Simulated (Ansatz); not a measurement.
Run report: AlN, geometry relaxation (part 2 of 2)

Continued. System: AlN (Cmc2₁, 4 atoms in the cell). Method: DFT PBEsol, scalar-relativistic, plane waves, PAW, no spin polarisation (Ansatz 0.2.0); cutoff 420 eV, 9×5×10 k-mesh, Gaussian smearing of 0.02 eV. The structure derives from an entry of the Crystallography Open Database. It belongs to a series of runs on one base structure; here: film's bulk on the substrate's plane, third vector and atoms relaxed.

Geometry of the input (Å; fractional positions):
```
3.0758  0.0000  0.0000
0.0000  5.0477  0.0000
1.5379  0.0000  2.6956
Al 0.3333  -0.0015  0.3333
Al 0.6667  0.4985  0.6667
N  0.3333  0.6165  0.3333
N  0.6667  0.1165  0.6667
```

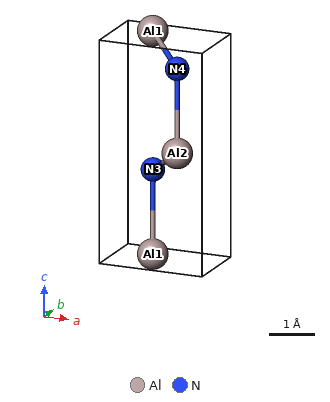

Fig. 1: The geometry at step 3 of the log (ball-and-stick view of the reduced cell, seen slightly off an axis; atoms are numbered from 1 in the order of the input).

### Log, continued
```
SCF iter   1: F=—  HF=-1811.905805 eV  |F-HF|=—  |Δ(HF+E_count)|=         —  Δρ=1.07e-4  dr2=4.41e-6  ethr=2.71e-8  ⟨swp⟩=2.7  Hψ=11084  notcnv=0
preconditioner: auto → none  [insulator: Δε(μ)=4.172 eV  Ē_g=12.999 eV  σ=0.020 eV  W_gap=1.00  n_scr=2 (ndim 8)  ℏωp=22.9 eV  f_vac=0.000  D(μ)=0.00/eV (n_scr^D=0)  ε∞_Penn≈4.1]
SCF iter   2: F=—  HF=-1811.905666 eV  |F-HF|=—  |Δ(HF+E_count)|=   1.39e-4  Δρ=4.22e-5  dr2=4.57e-7  ethr=2.71e-8  ⟨swp⟩=2.4  Hψ=2610  notcnv=0
iter 3 did not close the SCF: its close was put off for the readings that it lacked (scf_convergence_deferred on its scf_iter line)
SCF iter   3: F=-1811.905666 eV  HF=-1811.905666 eV  |F-HF|=1.05e-9  |Δ(HF+E_count)|=   7.86e-8  Δρ=8.72e-6  dr2=1.63e-8  ethr=2.85e-9  ⟨swp⟩=2.0  Hψ=2469  notcnv=0
iter 4 did not close the SCF: its close was put off for the readings that it lacked (scf_convergence_deferred on its scf_iter line)
SCF iter   4: F=-1811.905666 eV  HF=-1811.905666 eV  |F-HF|=2.61e-11  |Δ(HF+E_count)|=  2.89e-10  Δρ=1.12e-6  dr2=1.89e-10  ethr=1.02e-10  ⟨swp⟩=2.0  Hψ=2680  notcnv=0
iter 5 did not close the SCF: its close was put off for the readings that it lacked (scf_convergence_deferred on its scf_iter line)
SCF iter   5: F=-1811.905666 eV  HF=-1811.905666 eV  |F-HF|=4.32e-12  |Δ(HF+E_count)|=  5.64e-11  Δρ=2.80e-7  dr2=9.06e-12  ethr=1.18e-12  ⟨swp⟩=2.2  Hψ=2769  notcnv=0
SCF iter   6: F=-1811.905666 eV  HF=-1811.905666 eV  |F-HF|=2.27e-13  |Δ(HF+E_count)|=  5.68e-12  Δρ=1.48e-8  dr2=3.86e-14  ethr=1.00e-12  ⟨swp⟩=1.0  Hψ=3864  notcnv=0
SCF 5 converged in 6 iterations: F = -1811.905666 eV  dr2 = 3.86e-14
relax step   5: F+E_penalty+E_count = -1811.90566615 eV  Δ(F+E_penalty+E_count) = +2.710e-5 eV  max|allowed force component| = 1.221e-4 eV/Å  Δτ_max = 0.0007 Å  P = -0.075 GPa  Ω = 41.902 Å³  energy of the carried Pulay correction = -3.378e-5 eV  fix = [a, b, gamma]  reactions: a +3.280, b -3.505 GPa  (6 SCF iters, dr2 threshold 2.54e-8 eV, accepted)
iter 1 solved again at ethr=5.45e-9 eV; its pass at ethr=3.10e-3 eV (dr2=8.72e-7 eV) is discarded
SCF iter   1: F=—  HF=-1811.905843 eV  |F-HF|=—  |Δ(HF+E_count)|=         —  Δρ=4.76e-6  dr2=2.47e-9  ethr=5.45e-9  ⟨swp⟩=3.2  Hψ=16340  notcnv=0
SCF iter   2: F=—  HF=-1811.905706 eV  |F-HF|=—  |Δ(HF+E_count)|=   1.38e-4  Δρ=2.40e-6  dr2=7.51e-10  ethr=1.54e-11  ⟨swp⟩=3.2  Hψ=3487  notcnv=0
SCF iter   3: F=—  HF=-1811.905706 eV  |F-HF|=—  |Δ(HF+E_count)|=  1.45e-10  Δρ=1.61e-6  dr2=2.88e-10  ethr=4.69e-12  ⟨swp⟩=1.0  Hψ=1656  notcnv=0
iter 4 did not close the SCF: its close was put off for the readings that it lacked (scf_convergence_deferred on its scf_iter line)
SCF iter   4: F=-1811.905706 eV  HF=-1811.905706 eV  |F-HF|=1.59e-12  |Δ(HF+E_count)|=  2.11e-10  Δρ=1.15e-7  dr2=1.20e-12  ethr=1.80e-12  ⟨swp⟩=2.3  Hψ=2783  notcnv=0
iter 5 did not close the SCF: its close was put off for the readings that it lacked (scf_convergence_deferred on its scf_iter line)
SCF iter   5: F=-1811.905706 eV  HF=-1811.905706 eV  |F-HF|=0.00e0  |Δ(HF+E_count)|=  1.14e-12  Δρ=9.43e-8  dr2=1.33e-12  ethr=1.00e-12  ⟨swp⟩=1.0  Hψ=1656  notcnv=0
iter 6 did not close the SCF: its close was put off for the readings that it lacked (scf_convergence_deferred on its scf_iter line)
SCF iter   6: F=-1811.905706 eV  HF=-1811.905706 eV  |F-HF|=0.00e0  |Δ(HF+E_count)|=  2.27e-13  Δρ=4.63e-8  dr2=2.84e-13  ethr=1.00e-12  ⟨swp⟩=1.0  Hψ=1656  notcnv=0
iter 7 did not close the SCF: its close was put off for the readings that it lacked (scf_convergence_deferred on its scf_iter line)
SCF iter   7: F=-1811.905706 eV  HF=-1811.905706 eV  |F-HF|=4.55e-13  |Δ(HF+E_count)|=    0.00e0  Δρ=2.56e-8  dr2=8.54e-14  ethr=1.00e-12  ⟨swp⟩=1.0  Hψ=1656  notcnv=0
SCF iter   8: F=-1811.905706 eV  HF=-1811.905706 eV  |F-HF|=2.27e-13  |Δ(HF+E_count)|=    0.00e0  Δρ=3.75e-9  dr2=1.76e-15  ethr=1.00e-12  ⟨swp⟩=1.0  Hψ=3864  notcnv=0
SCF 6 converged in 8 iterations: F = -1811.905706 eV  dr2 = 1.76e-15
relax step   6: F+E_penalty+E_count = -1811.90570570 eV  Δ(F+E_penalty+E_count) = -3.955e-5 eV  max|allowed force component| = 1.200e-4 eV/Å  Δτ_max = 0.0000 Å  P = -0.075 GPa  Ω = 41.902 Å³  fix = [a, b, gamma]  reactions: a +3.280, b -3.505 GPa  stress off target by 1.66e-3 GPa on what of the cell is left free  SCF on the basis re-selected at this cell (its energy is not comparable with the rows above)  (8 SCF iters)
```

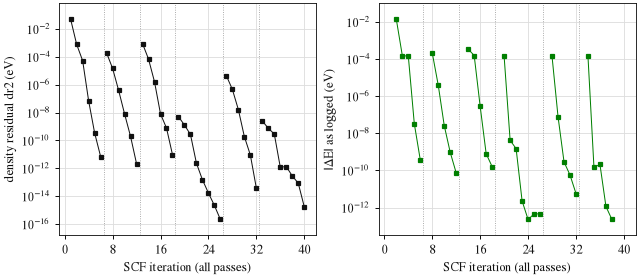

Fig. 2: Convergence of the self-consistent field: density residual dr2 and size of the energy change against the SCF iteration. The dotted lines part the SCF passes of the relaxation: geometry steps, rejected trials and re-solves on a re-selected basis. The 6 passes take 6 to 8 iterations each, 40 in all.

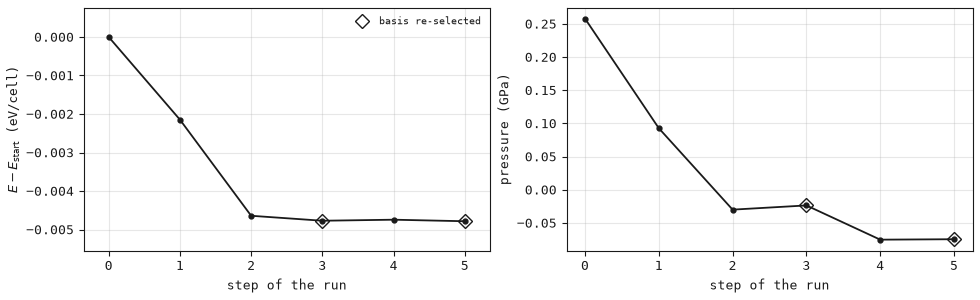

Fig. 3: Progress of the relaxation, step by step (the first geometry is step 0 here and step 1 in the log). The largest moves relative to the cell, 0.011 Å, are those of N3 and N4. Largest moves by element: N 0.011 Å, Al 0.009 Å. The volume changes by +0.1 %, with a stays at 3.076 Å, b 3.103 → 3.106 Å (+0.1 %), c stays at 5.048 Å. Distances before and after: Al1–N3 1.928 → 1.911 Å, Al1–N4 1.878 → 1.888 Å. The space group stays Cmc2_1 (No. 36). The energy falls by 4.7 meV per cell of the calculation in 3 geometry steps. The largest force component goes from 0.21 to 0.00012 eV/Å. The pressure goes from 0.26 to −0.07 GPa. The basis was re-selected once at an unchanged geometry, which shifts the energy a little without any move. The energy change given includes the shifts at the re-selections in mid-walk, which come without any move. A last SCF at the same geometry on a re-selected plane-wave basis shifts the energy by next to nothing (0.0 meV per cell of the calculation). (Atoms are counted from 1 in the order of the input.)

```
basis re-selected at this cell: Δ(F+E_penalty+E_count) = -3.955e-5 eV, ΔP = +0.001 GPa vs the last step (what re-selecting the basis moved, of the pressure what is left beyond the Pulay correction that the steps carried, after the strain that the cell walked since its last selection, with what the two solves' SCF thresholds leave and, on support functions, any second-order correction that the steps lacked; it is no measure of the basis error at this ecutwfc). This SCF's stress stands 1.66e-3 GPa from its target on what of the cell is left free (relax.cell.stress_tol is 1.00e-1 GPa) and its largest allowed force component is 1.20e-4 eV/Å (relax.f_tol is 1.00e-2 eV/Å): within both
SCF converged after 8 iterations
Free energy (F): -1811.905706 eV
Harris-Foulkes:  -1811.905706 eV  (|F-HF|=2.27e-13)
Internal energy: -1811.905706 eV  (E = F + TS)
E sigma→0 (E₀):  -1811.905706 eV
Fermi energy:    8.995938 eV
--- Per-component energies (eV) ---
  E_band       = 28.326680
  E_kinetic    = 317.377233
  E_local      = -446.244695  (includes V_loc(G=0)·N_el)
  E_nonlocal   = 111.283558
  E_hartree    = 153.683287
  E_xc         = -201.338534
  E_vxc        = -214.872990  (∫ρ·V_xc dr)
  E_paw        = -1155.474934  (= ΣΔE_a)
  E_vpaw       = -46.583190  (= ΣTr[D̂ρ^β])
  E_aug_tail   = 0.000189  (compensation charges beyond the density's cutoff)
  E_ewald      = -591.286286
  E_core_change = 0.094476  (= ΣΔE_core)
  E_smearing   = -0.000000  (= −TS)
  E_closure    = -0.000000  (closes the sum)
  Σ components = -1811.905706   (vs F -1811.905706, Δ=0.00e0)
--- Forces (eV/Å), atoms counted from 1 ---
  atom   1  Al    -0.00000154     0.00002846     0.00008512
  atom   2  Al     0.00000154     0.00002846    -0.00008512
  atom   3  N      0.00000070    -0.00002041    -0.00012000
  atom   4  N     -0.00000070    -0.00002041     0.00012000
  max |Σ_I F_I| component: 1.61e-5 eV/Å
--- Stress (GPa, compression-positive) ---
        3.279680       0.000000      -0.000012
        0.000000      -3.505038       0.000000
       -0.000012       0.000000       0.001657
  P = ⅓ Tr σ = -0.0746 GPa (-0.746 kbar)
--- Band table (eV; the first three rows and the last of 138) ---
  k-point 0: bands = ["-8.1165", "-6.0219", "0.9179", "6.1854", "6.3076", "6.8048", "6.8942", "6.9098", "11.0821", "13.7141", "17.3654", "18.0857"]
  k-point 1: bands = ["-7.9884", "-5.9469", "1.0707", "5.5847", "6.1480", "6.2276", "6.8583", "6.8727", "11.6598", "14.2487", "16.8514", "17.2750"]
  k-point 2: bands = ["-7.6204", "-5.7502", "1.5176", "4.2459", "5.0954", "5.8015", "6.6676", "6.7682", "12.6962", "14.9503", "15.4693", "16.6343"]
  k-point 137: bands = ["-5.7948", "-5.5984", "1.4090", "1.7438", "4.5981", "5.1426", "5.5635", "6.0589", "12.1495", "12.8793", "15.9576", "16.6375"]
--- Relaxed structure (4 steps of the walk, 4 accepted, 2 SCFs on fresh bases) ---
  F+E_penalty+E_count = -1811.90570570 eV   max|allowed force component| = 1.200e-4 eV/Å   (the final SCF, on the basis selected at the relaxed cell)
  cell:  # Å, volume = 41.9016 Å³
    - [3.0758056076908025, 6.33405546544111e-27, 7.521839812098925e-6]
    - [1.0397949864237608e-26, 5.0477112833, -3.361579749657971e-19]
    - [1.5379093958575134, -1.7951676014237197e-19, 2.698841676433294]
  atoms:
    - { symbol: Al, position: [0.3337254471806711, -0.0031879470001920486, 0.33254978230273635] }
    - { symbol: Al, position: [0.6662745528193292, 0.4968120529998079, 0.6674502176972636] }
    - { symbol: N, position: [0.3345786082657728, 0.6181879470001922, 0.33084514396093345] }
    - { symbol: N, position: [0.6654213917342275, 0.11818794700019204, 0.6691548560390665] }
```

### Trajectory as extended XYZ (Å, eV, eV/Å), 6 frames, from step=1 to step=6
```
4
Lattice="3.0758 0.0000 0.0000 0.0000 5.0477 0.0000 1.5379 0.0000 2.6956" Properties=species:S:1:pos:R:3:forces:R:3 step=1 energy=-1811.90092 pressure_GPa=0.26
Al    1.5379   -0.0076    0.8985    0.0000  -0.2097  -0.1099
Al    3.0758    2.5162    1.7971    0.0000  -0.2097   0.1099
N     1.5379    3.1120    0.8985    0.0000   0.2097  -0.1276
N     3.0758    0.5881    1.7971    0.0000   0.2097   0.1276
4
Lattice="3.0758 0.0000 0.0000 0.0000 5.0477 0.0000 1.5379 0.0000 2.6973" Properties=species:S:1:pos:R:3:forces:R:3 step=2 energy=-1811.90307 pressure_GPa=0.09
Al    1.5379   -0.0097    0.8993    0.0000  -0.1570  -0.0802
Al    3.0758    2.5141    1.7980    0.0000  -0.1570   0.0802
N     1.5379    3.1141    0.8961    0.0000   0.1570  -0.0854
N     3.0758    0.5902    1.8012    0.0000   0.1570   0.0854
4
Lattice="3.0758 0.0000 0.0000 0.0000 5.0477 0.0000 1.5379 0.0000 2.6982" Properties=species:S:1:pos:R:3:forces:R:3 step=3 energy=-1811.90556 pressure_GPa=-0.03
Al    1.5379   -0.0161    0.8966    0.0000  -0.0003   0.0044
Al    3.0758    2.5077    1.8015    0.0000  -0.0003  -0.0044
N     1.5379    3.1205    0.8933    0.0000   0.0003  -0.0008
N     3.0758    0.5966    1.8048    0.0000   0.0003   0.0008
4
Lattice="3.0758 0.0000 0.0000 0.0000 5.0477 0.0000 1.5379 0.0000 2.6982" Properties=species:S:1:pos:R:3:forces:R:3 step=4 energy=-1811.90569 pressure_GPa=-0.02
Al    1.5379   -0.0161    0.8966    0.0000  -0.0003   0.0044
Al    3.0758    2.5077    1.8015    0.0000  -0.0003  -0.0044
N     1.5379    3.1205    0.8933    0.0000   0.0003  -0.0008
N     3.0758    0.5966    1.8048    0.0000   0.0003   0.0008
4
Lattice="3.0758 0.0000 0.0000 0.0000 5.0477 0.0000 1.5379 0.0000 2.6988" Properties=species:S:1:pos:R:3:forces:R:3 step=5 energy=-1811.90567 pressure_GPa=-0.08
Al    1.5379   -0.0161    0.8975    0.0000   0.0000   0.0001
Al    3.0758    2.5078    1.8013    0.0000   0.0000  -0.0001
N     1.5379    3.1204    0.8929    0.0000   0.0000  -0.0001
N     3.0758    0.5966    1.8059    0.0000   0.0000   0.0001
4
Lattice="3.0758 0.0000 0.0000 0.0000 5.0477 0.0000 1.5379 0.0000 2.6988" Properties=species:S:1:pos:R:3:forces:R:3 step=6 energy=-1811.90571 pressure_GPa=-0.07
Al    1.5379   -0.0161    0.8975    0.0000   0.0000   0.0001
Al    3.0758    2.5078    1.8013    0.0000   0.0000  -0.0001
N     1.5379    3.1204    0.8929    0.0000   0.0000  -0.0001
N     3.0758    0.5966    1.8059    0.0000   0.0000   0.0001
```

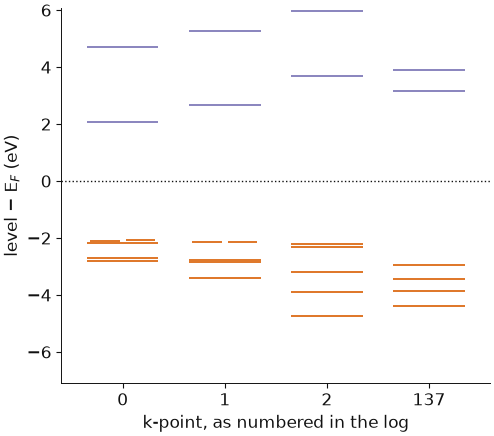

Fig. 4: Kohn–Sham levels near the Fermi level (dotted) at the few k-points that the log prints; levels within 0.02 eV of each other stand side by side. Among these points the highest filled and lowest empty levels are 4.17 eV apart, which is the gap on the mesh.

### Key numbers

```json
{"quantity": "outcome", "value": "converged"}
{"quantity": "space group (tolerance 0.01 Å)", "value": "Cmc2₁ (36)"}
{"quantity": "electrons treated", "value": "16"}
{"quantity": "free energy", "value": "−1811.9057 eV"}
{"quantity": "Fermi energy", "value": "8.996 eV"}
{"quantity": "gap on the k-point mesh", "value": "4.17 eV"}
{"quantity": "pressure", "value": "−0.07 GPa"}
{"quantity": "final volume", "value": "41.90 Å³"}
{"quantity": "largest force (length of the vector) at the end", "value": "under 0.001 eV/Å"}
{"quantity": "final cell", "value": "a = 3.076 Å, b = 5.048 Å, c = 3.106 Å, α = 90.00°, β = 60.32°, γ = 90.00°"}
{"quantity": "wall time", "value": "15 s (CPU time 56 s)"}
{"quantity": "peak memory", "value": "0.41 GiB"}
```

The program warns: the k-point mesh lowers the symmetry that the run can use.
